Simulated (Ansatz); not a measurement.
# Geometry relaxation, with input and output: Ti24H4C (part 1 of 4)

System: Ti24H4C (slab, 29 atoms in the cell).
Method: DFT PBE, scalar-relativistic, plane waves, PAW, no spin polarisation (Ansatz 0.2.0).

The structure derives from an entry of the Crystallography Open Database. The input holds or restrains some coordinates. Forces given for the steps count only the free coordinates. It belongs to a series of runs on one base structure; here: CH4 put at a hollow Ti-Ti-Ti site. Figures and captions count atoms from 1; the log counts them from 0 in places.

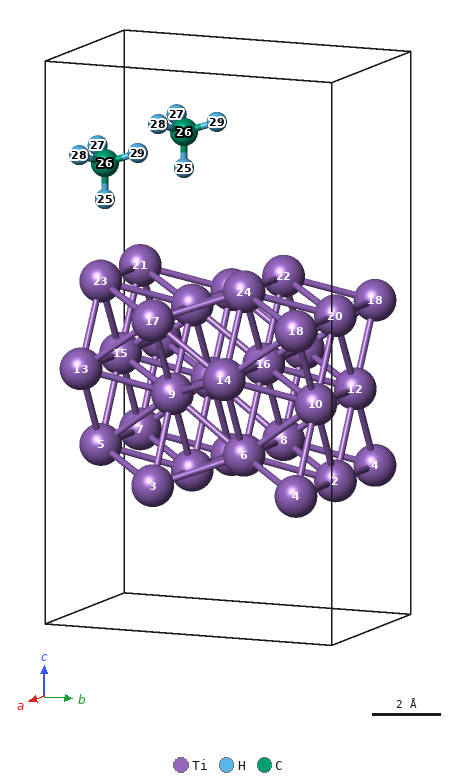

**Figure 1.** The input geometry (ball-and-stick view of the cell of the calculation, with the vacuum cut short, seen slightly off an axis; atoms are numbered from 1 in the order of the input). An atom can appear more than once, as a periodic image. Near neighbours in the periodic cell (some may lie outside the picture): Ti has 8 Ti at 2.83 to 2.94 Å; Ti has 10 Ti at 2.83 to 2.94 Å; Ti has 12 Ti at 2.83 to 2.94 Å; H has 1 C at 1.09 Å; C has 4 H at 1.09 Å.

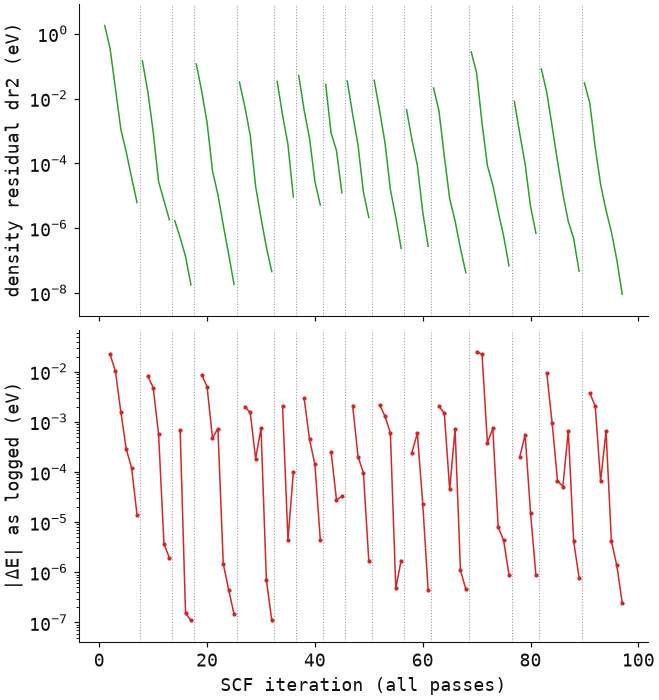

**Figure 2.** Convergence of the self-consistent field: density residual dr2 and size of the energy change against the SCF iteration. The dotted lines part the SCF passes of the relaxation: geometry steps, rejected trials and re-solves on a re-selected basis. The 16 passes take 4 to 8 iterations each, 97 in all.

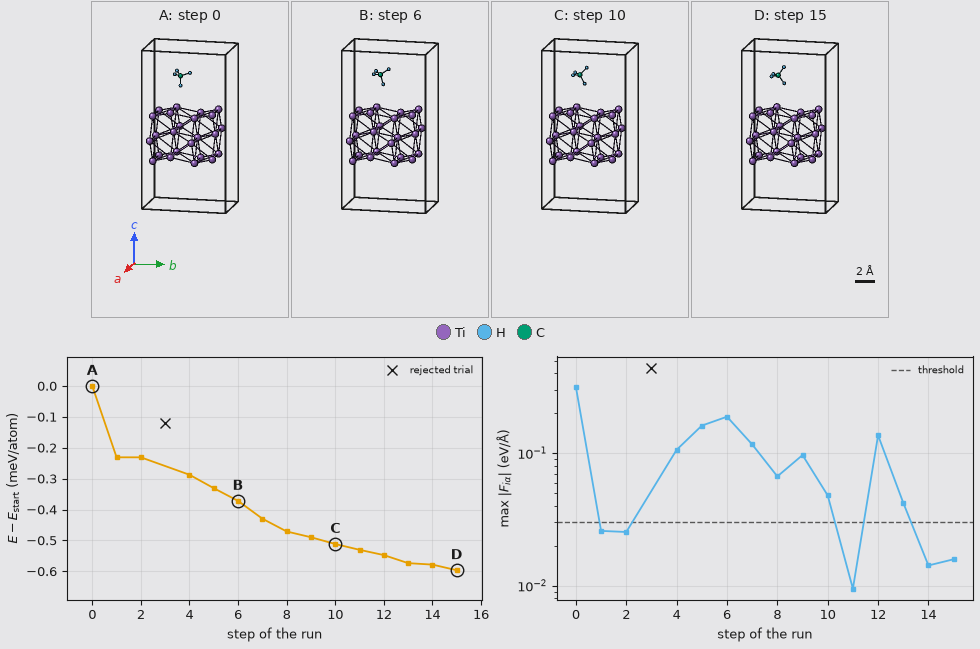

**Figure 3.** Frames of the restrained relaxation (ball-and-stick view of the cell of the calculation, with the vacuum cut short (origin shifted), seen slightly off an axis) above the curves, on which the letters mark them (the first geometry is step 0 here and step 1 in the log).

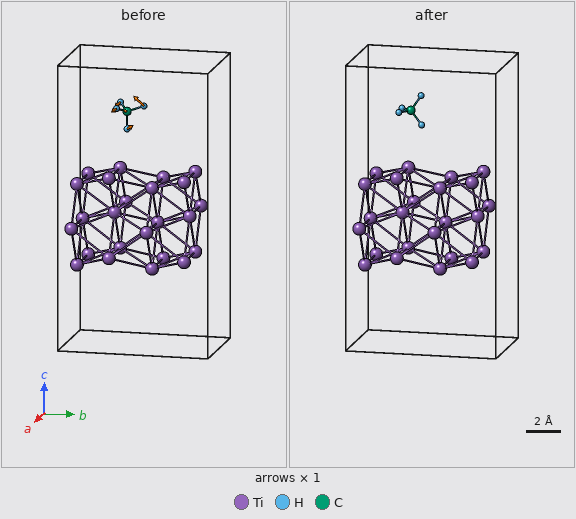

**Figure 4.** Before (left) and after (right) the restrained relaxation, at one scale (ball-and-stick view of the cell of the calculation, with the vacuum cut short (origin shifted), seen slightly off an axis). The orange arrows give the displacements, at true length. The atom that moves furthest is H29 (0.91 Å). Largest moves by element: H 0.91 Å, C 0.27 Å, Ti 0.04 Å. The lattice vectors keep their values. Among the contacts that change: Ti21–Ti23 2.938 → 3.020 Å, Ti22–Ti24 2.938 → 3.003 Å, Ti13–Ti21 2.829 → 2.858 Å, Ti19–Ti21 2.865 → 2.838 Å. The energy falls by 0.6 meV per atom in 15 geometry steps. Largest force component: 0.32 eV/Å at the start, 0.016 eV/Å at the end. The line search rejected the trial step at point 3 (counted from 0) and went back. (Atoms are counted from 1 in the order of the input.)

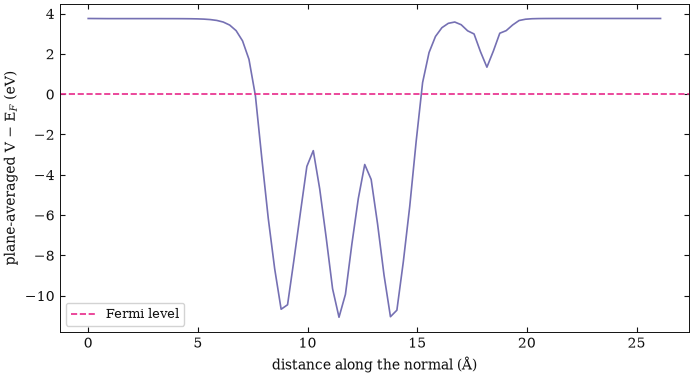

**Figure 5.** Plane average of the electrostatic potential energy of an electron across the cell, from the Fermi level. The vacuum level lies 3.76 eV above the Fermi level.

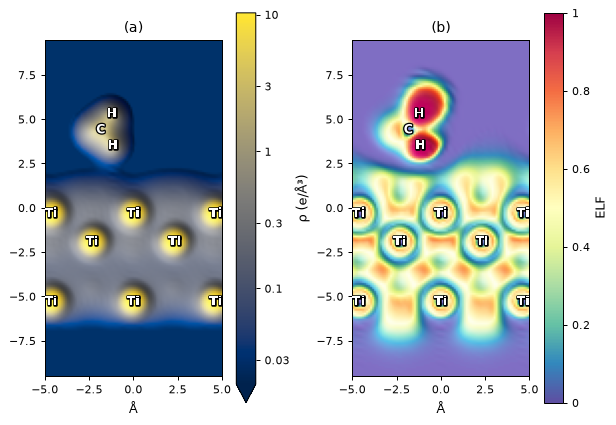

**Figure 6.** (a) valence pseudo-density; (b) ELF on the (100) plane of the calculation cell, a cut from vacuum to vacuum. Atoms in the plane: Ti, H and C. C–H (1.10 Å): ρ at the midpoint is about 1.9 e/Å³; the ELF climbs to about 1 towards the hydrogen, as it does in any bond to H (a covalent bond by its length). Ti–Ti (2.83 Å): the density is about 0.21 e/Å³ at the midpoint; the ELF is about 0.20 at the midpoint; no shared electron pair. Ti–Ti (2.83 Å): the density is about 0.21 e/Å³ at the midpoint; the ELF is about 0.20 at the midpoint; no localised pair between them. The density dies away to nearly zero in the vacuum. The strong features right at Ti lie inside the PAW spheres (semicore, d or f shells) and say nothing about bonding. In a PAW calculation such maps are meaningful between the atoms, not at the nuclei.

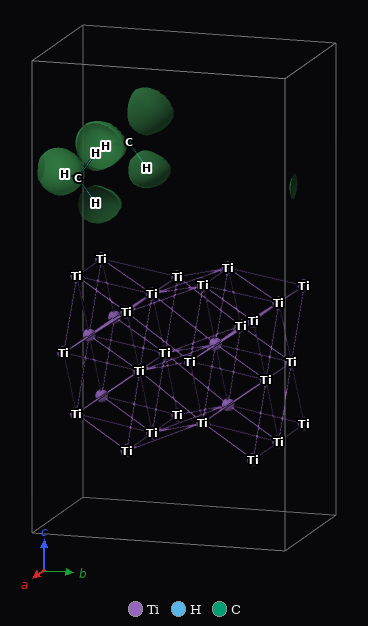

**Figure 7.** Isosurface of the ELF at 0.85 (green), seen slightly off an axis. Core shells and regions of very low density are left out. Sticks mark near contacts. Values along the shortest contacts: C–H (1.10 Å): the ELF climbs to about 1 towards the hydrogen; a covalent bond by its length. Ti–Ti (2.82 Å): the ELF is about 0.25 at the midpoint; no localised pair between them.

The input and output of the run follow.

Input
```yaml
crystal:
  lattice:
    - [5.8769161223, 0.0, 0.0]
    - [0.0, 9.3012680293, 0.0]
    - [0.0, 0.0, 26.3875184341]
  atoms:
    - { symbol: Ti, position: [0.5, 0.375, 0.3221219919] }
    - { symbol: Ti, position: [0.5, 0.875, 0.3221219919] }
    - { symbol: Ti, position: [0.0, 0.375, 0.3221219919] }
    - { symbol: Ti, position: [0.0, 0.875, 0.3221219919] }
    - { symbol: Ti, position: [0.75, 0.125, 0.3542682424] }
    - { symbol: Ti, position: [0.75, 0.625, 0.3542682424] }
    - { symbol: Ti, position: [0.25, 0.125, 0.3542682424] }
    - { symbol: Ti, position: [0.25, 0.625, 0.3542682424] }
    - { symbol: Ti, position: [0.75, 0.375, 0.4185607433] }
    - { symbol: Ti, position: [0.75, 0.875, 0.4185607433] }
    - { symbol: Ti, position: [0.25, 0.375, 0.4185607433] }
    - { symbol: Ti, position: [0.25, 0.875, 0.4185607433] }
    - { symbol: Ti, position: [0.0, 0.125, 0.4497360229] }
    - { symbol: Ti, position: [0.0, 0.625, 0.4497360229] }
    - { symbol: Ti, position: [0.5, 0.125, 0.4497360229] }
    - { symbol: Ti, position: [0.5, 0.625, 0.4497360229] }
    - { symbol: Ti, position: [0.0, 0.375, 0.5109914559] }
    - { symbol: Ti, position: [0.0, 0.875, 0.5109914559] }
    - { symbol: Ti, position: [0.5, 0.375, 0.5109914559] }
    - { symbol: Ti, position: [0.5, 0.875, 0.5109914559] }
    - { symbol: Ti, position: [0.25, 0.125, 0.541343833] }
    - { symbol: Ti, position: [0.25, 0.625, 0.541343833] }
    - { symbol: Ti, position: [0.75, 0.125, 0.541343833] }
    - { symbol: Ti, position: [0.75, 0.625, 0.541343833] }
    - { symbol: H, position: [0.0, 0.2083333333, 0.6459387386] }
    - { symbol: C, position: [0.0, 0.2083333333, 0.687246147] }
    - { symbol: H, position: [-0.1422005921, 0.1437935213, 0.7008775918] }
    - { symbol: H, position: [0.159561123, 0.1627925309, 0.7008775918] }
    - { symbol: H, position: [-0.0173605309, 0.3184139478, 0.7008775918] }
basis:
  ecutwfc: 420
kpoints:
  mp_grid: { grid: [5, 3, 1] }
hamiltonian:
  xc: pbe
scf:
  occupations: { method: gaussian, width: 0.1 }
output:
  forces: true
  eigenvalues: true
  write_density: true
  write_potential: true
  elf: true
  volumetric_format: npy
relax:
  adjacent_minimum: "off"
  f_tol: 0.03
  max_steps: 70
  constraints: [{ sites: [0, 1, 2, 3, 4, 5, 6, 7, 8, 9, 10, 11] }]
efield:
  axis: 3
  dipole_correction: true
  ramp_width: 0.04
```

Command:
```bash
ansatz run input.yaml --threads 4 --pin off --max-ram 10240MiB --backend cpu --events-out ev --progress --plain --runs-dir out
```

What the program printed
```
Engine: ansatz 0.2.0, aarch64-unknown-linux-gnu
Pseudopotentials: kind: paw
Pseudopotential: Ti, paw, valence charge 12, recommended cutoff 420 eV (normal), Ti.paw.azcp
Pseudopotential: H, paw, valence charge 1, recommended cutoff 420 eV (normal), H.paw.azcp
Pseudopotential: C, paw, valence charge 4, recommended cutoff 420 eV (normal), C.paw.azcp
Functional definition: PBE
  parameter kappa = 0.804
  parameter beta = 0.06672455060314922
  exchange = pbe_x(kappa = kappa, mu = beta*pi^2/3)
  correlation = pbe_c(beta = beta)
Crystal: 29 atoms, lattice volume = 1442.415 Å³
Basis set: ecut = 420 eV, 28185 PW (Γ), exchange–correlation on 80×128×360 points (8 copies of the dense FFT grid, shifted against one another)
Bands: 178, of which v1, the nominal top of the filled ones, is band 148 counted from 1 (147 counted from 0)
Symmetry: 1 space group operations
Space group: P1 (ITA 1), of the structure as read, at distance tolerance 1.1e-4 Å
k-points: 8 of 15 (time reversal used)
Non-local potential: Ti, projectors of the file, l = 0: 3, l = 1: 2, l = 2: 3, l = 3: 1
Non-local potential: H, projectors of the file, l = 0: 2, l = 1: 1
Non-local potential: C, projectors of the file, l = 0: 2, l = 1: 2, l = 2: 1
PAW form: soft (Blöchl's): semilocal exchange-correlation on the pseudo side does not see the compensation charge
PAW one-centre angular grid: Ti, 590 points (default); XC on 64 Gauss nodes
PAW one-centre angular grid: H, 110 points (default); XC on 64 Gauss nodes
PAW one-centre angular grid: C, 110 points (default); XC on 64 Gauss nodes
Initial density: superposition of atomic densities (neutral atoms: chi_scale 0, normalization atom), corrected by the library's trained network
Initial wavefunctions: pseudopotential atomic-orbital guess
Functional: x = pbe(κ = 0.804, μ = 0.2195149727645171), c = pbe(β = 0.06672455060314922)
SCF iter   1: F=—  HF=-60294.031420 eV  |F-HF|=—  |Δ(HF+E_count)|=         —  Δρ=6.40e-3  dr2=1.81e0  ethr=1.77e-3  p=-0.004 e·Å  D=-4.67e-4 V/Å  ΔV_dip=0.01 eV  dr2_dipole=1.11e-1  V_vac-E_F(+/−)=3.74/3.73 eV  ⟨swp⟩=9.8  Hψ=6939  notcnv=0
efield: sawtooth ramp at fractional position 0.9915 (placed from the atoms, in the widest stretch of the axis that holds none; the zero of the levels goes with the place), width 0.0400; the density the first Hamiltonian is built on has a dipole p = -0.004 e·Å; the dipole correction subtracts the counter field D = -4.67e-4 V/Å, which shifts the + side's vacuum level by +0.01 eV against the − side's; the planar-averaged density in the ramp window peaks in size at 4.2e-5 e/Å³
preconditioner: auto → LDOS  [metal: Δε(μ)=0.010 eV  Ē_g=2.581 eV  σ=0.100 eV  W_gap=0.06  n_scr=220 (ndim 8)  ℏωp=10.0 eV  f_vac=0.606  D(μ)=42.56/eV (n_scr^D=304)  β→1.0]
SCF iter   2: F=—  HF=-60294.009241 eV  |F-HF|=—  |Δ(HF+E_count)|=   2.22e-2  Δρ=3.05e-3  dr2=3.57e-1  ethr=6.12e-4  p=0.018 e·Å  D=2.31e-3 V/Å  ΔV_dip=-0.06 eV  dr2_dipole=3.05e-3  V_vac-E_F(+/−)=3.72/3.78 eV  ⟨swp⟩=3.0  Hψ=2284  notcnv=0  defer=33
SCF iter   3: F=—  HF=-60293.999011 eV  |F-HF|=—  |Δ(HF+E_count)|=   1.02e-2  Δρ=7.47e-4  dr2=2.03e-2  ethr=1.20e-4  p=0.008 e·Å  D=9.74e-4 V/Å  ΔV_dip=-0.03 eV  dr2_dipole=1.19e-5  V_vac-E_F(+/−)=3.75/3.78 eV  ⟨swp⟩=2.0  Hψ=1980  notcnv=0  defer=33
SCF iter   4: F=—  HF=-60294.000580 eV  |F-HF|=—  |Δ(HF+E_count)|=   1.57e-3  Δρ=2.36e-4  dr2=1.14e-3  ethr=6.86e-6  p=0.006 e·Å  D=7.77e-4 V/Å  ΔV_dip=-0.02 eV  dr2_dipole=1.78e-6  V_vac-E_F(+/−)=3.75/3.77 eV  ⟨swp⟩=2.0  Hψ=1843  notcnv=0  defer=25
SCF iter   5: F=—  HF=-60294.000867 eV  |F-HF|=—  |Δ(HF+E_count)|=   2.87e-4  Δρ=8.86e-5  dr2=2.25e-4  ethr=3.85e-7  p=0.003 e·Å  D=3.46e-4 V/Å  ΔV_dip=-0.01 eV  dr2_dipole=2.12e-6  V_vac-E_F(+/−)=3.75/3.76 eV  ⟨swp⟩=2.0  Hψ=1870  notcnv=0  defer=25
SCF iter   6: F=—  HF=-60294.000988 eV  |F-HF|=—  |Δ(HF+E_count)|=   1.21e-4  Δρ=3.49e-5  dr2=3.63e-5  ethr=7.59e-8  p=0.002 e·Å  D=3.03e-4 V/Å  ΔV_dip=-0.01 eV  dr2_dipole=5.12e-7  V_vac-E_F(+/−)=3.75/3.76 eV  ⟨swp⟩=2.0  Hψ=1815  notcnv=0  defer=25
SCF iter   7: F=-60294.001001 eV  HF=-60294.001002 eV  |F-HF|=9.19e-7  |Δ(HF+E_count)|=   1.40e-5  Δρ=1.29e-5  dr2=6.21e-6  ethr=7.60e-9  p=0.002 e·Å  D=2.30e-4 V/Å  ΔV_dip=-0.01 eV  dr2_dipole=8.47e-10  V_vac-E_F(+/−)=3.75/3.75 eV  ⟨swp⟩=24.9  Hψ=14485  notcnv=0
SCF 1 converged in 7 iterations: F = -60294.001001 eV  dr2 = 6.21e-6
  greatest PAW one-centre occupation: 0.999 electrons in one spin orbital (limit 2), on the Ti atom at site 12 (counted from 0), in its partial waves of l = 0
relax step   1: F+E_penalty+E_count = -60294.00100119 eV  Δ(F+E_penalty+E_count) = +0.000e0 eV  max|allowed force component| = 3.156e-1 eV/Å  Δτ_max = 0.0000 Å  (7 SCF iters, dr2 threshold 2.25e-5 eV, accepted)
Initial density: handed on by an earlier stage of this run
Initial wavefunctions: those handed on with the density
iter 1 solved again at ethr=4.83e-5 eV; its pass at ethr=3.10e-3 eV (dr2=1.43e-1 eV) is discarded
SCF iter   1: F=—  HF=-60294.020190 eV  |F-HF|=—  |Δ(HF+E_count)|=         —  Δρ=3.24e-3  dr2=1.46e-1  ethr=4.83e-5  p=0.002 e·Å  D=2.30e-4 V/Å  ΔV_dip=-0.01 eV  dr2_dipole=1.51e-2  V_vac-E_F(+/−)=3.74/3.75 eV  ⟨swp⟩=2.0  Hψ=4243  notcnv=0
efield: sawtooth ramp at fractional position 0.9915 (handed on by an earlier solve), width 0.0400; the density the first Hamiltonian is built on has a dipole p = 0.002 e·Å; the dipole correction subtracts the counter field D = 2.30e-4 V/Å, which shifts the + side's vacuum level by -0.01 eV against the − side's; the planar-averaged density in the ramp window peaks in size at 1.7e-6 e/Å³
preconditioner: auto → LDOS  [metal: Δε(μ)=0.024 eV  Ē_g=2.564 eV  σ=0.100 eV  W_gap=0.13  n_scr=220 (ndim 8)  ℏωp=10.0 eV  f_vac=0.608  D(μ)=44.02/eV (n_scr^D=320)  β→1.0]
SCF iter   2: F=—  HF=-60294.011963 eV  |F-HF|=—  |Δ(HF+E_count)|=   8.23e-3  Δρ=8.41e-4  dr2=1.67e-2  ethr=4.83e-5  p=-0.034 e·Å  D=-4.24e-3 V/Å  ΔV_dip=0.11 eV  dr2_dipole=3.04e-5  V_vac-E_F(+/−)=3.86/3.75 eV  ⟨swp⟩=3.0  Hψ=1817  notcnv=0
SCF iter   3: F=—  HF=-60294.007123 eV  |F-HF|=—  |Δ(HF+E_count)|=   4.84e-3  Δρ=2.19e-4  dr2=9.48e-4  ethr=5.64e-6  p=0.003 e·Å  D=4.18e-4 V/Å  ΔV_dip=-0.01 eV  dr2_dipole=3.39e-5  V_vac-E_F(+/−)=3.74/3.75 eV  ⟨swp⟩=3.0  Hψ=1868  notcnv=0
SCF iter   4: F=—  HF=-60294.007692 eV  |F-HF|=—  |Δ(HF+E_count)|=   5.69e-4  Δρ=4.02e-5  dr2=2.77e-5  ethr=3.20e-7  p=-0.001 e·Å  D=-1.06e-4 V/Å  ΔV_dip=0.00 eV  dr2_dipole=7.27e-7  V_vac-E_F(+/−)=3.75/3.75 eV  ⟨swp⟩=3.0  Hψ=2000  notcnv=0
SCF iter   5: F=—  HF=-60294.007696 eV  |F-HF|=—  |Δ(HF+E_count)|=   3.69e-6  Δρ=1.52e-5  dr2=7.13e-6  ethr=2.10e-9  p=-0.001 e·Å  D=-1.27e-4 V/Å  ΔV_dip=0.00 eV  dr2_dipole=8.23e-7  V_vac-E_F(+/−)=3.75/3.75 eV  ⟨swp⟩=20.8  Hψ=14210  notcnv=0
SCF iter   6: F=-60294.007698 eV  HF=-60294.007698 eV  |F-HF|=1.28e-8  |Δ(HF+E_count)|=   1.95e-6  Δρ=8.65e-6  dr2=1.83e-6  ethr=2.10e-9  p=-0.001 e·Å  D=-1.29e-4 V/Å  ΔV_dip=0.00 eV  dr2_dipole=2.66e-7  V_vac-E_F(+/−)=3.75/3.75 eV  ⟨swp⟩=12.9  Hψ=11737  notcnv=0
SCF 2 converged in 6 iterations: F = -60294.007698 eV  dr2 = 1.83e-6
relax step   2: F+E_penalty+E_count = -60294.00769791 eV  Δ(F+E_penalty+E_count) = -6.697e-3 eV  max|allowed force component| = 2.590e-2 eV/Å  Δτ_max = 0.1259 Å  (6 SCF iters, dr2 threshold 6.23e-6 eV, accepted)
[... from here on the SCF iterations and repeated set-up lines of each step are left out, up to the last step ...]
SCF 3 converged in 4 iterations: F = -60294.007699 eV  dr2 = 1.80e-8
relax step   3: F+E_penalty+E_count = -60294.00769936 eV  Δ(F+E_penalty+E_count) = -1.452e-6 eV  max|allowed force component| = 2.542e-2 eV/Å  Δτ_max = 0.0000 Å  (4 SCF iters, accepted)
SCF 4 converged in 8 iterations: F = -60294.004504 eV  dr2 = 1.86e-8
relax step   4: F+E_penalty+E_count = -60294.00450354 eV  Δ(F+E_penalty+E_count) = +3.196e-3 eV  max|allowed force component| = 4.429e-1 eV/Å  Δτ_max = 0.1845 Å  (8 SCF iters, rejected (line search))
SCF 5 converged in 7 iterations: F = -60294.009335 eV  dr2 = 4.58e-8
relax step   5: F+E_penalty+E_count = -60294.00933499 eV  Δ(F+E_penalty+E_count) = -1.636e-3 eV  max|allowed force component| = 1.060e-1 eV/Å  Δτ_max = 0.0900 Å  (7 SCF iters, accepted)
SCF 6 converged in 4 iterations: F = -60294.010596 eV  dr2 = 9.21e-6
relax step   6: F+E_penalty+E_count = -60294.01059619 eV  Δ(F+E_penalty+E_count) = -1.261e-3 eV  max|allowed force component| = 1.614e-1 eV/Å  Δτ_max = 0.0990 Å  (4 SCF iters, dr2 threshold 1.08e-5 eV, accepted)
SCF 7 converged in 5 iterations: F = -60294.011790 eV  dr2 = 5.23e-6
relax step   7: F+E_penalty+E_count = -60294.01178982 eV  Δ(F+E_penalty+E_count) = -1.194e-3 eV  max|allowed force component| = 1.885e-1 eV/Å  Δτ_max = 0.1121 Å  (5 SCF iters, dr2 threshold 2.61e-5 eV, accepted)
SCF 8 converged in 4 iterations: F = -60294.013459 eV  dr2 = 1.24e-5
```
